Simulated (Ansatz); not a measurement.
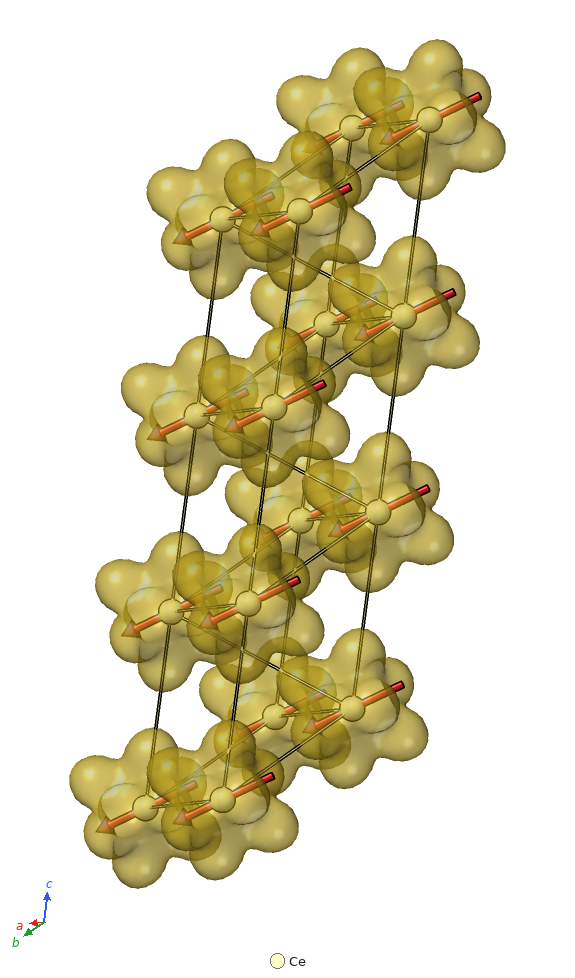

The picture shows: Ce. Isosurface of the size of the magnetisation density at 0.06 e/Å³ (yellow), with the spin moments of the magnetic sites as arrows; seen at an oblique angle.

Space group Im-3m; a structure from a database of computed crystals, not necessarily the ambient phase; computed pressure about 3 GPa in this cell; the SCF solution may not be the lowest one; no Hubbard U on the f states.

Level of theory: Kohn-Sham DFT of a periodic cell, r2SCAN, spin-orbit coupling, Ansatz PAW (Ansatz).

Core electrons are frozen (PAW), and the valence fields are smoothed inside the atomic spheres.

```xyz
1
Lattice="-1.9433 1.9433 1.9433 1.9433 -1.9433 1.9433 1.9433 1.9433 -1.9433" Properties=species:S:1:pos:R:3 pbc="T T T"
Ce    0.0000    0.0000    0.0000
```

### How are the spin moments arranged, and how large are they?

Spin moments: Ce 1.0 μB. There is one magnetic site in the cell, along [1 1 0] of the cell.
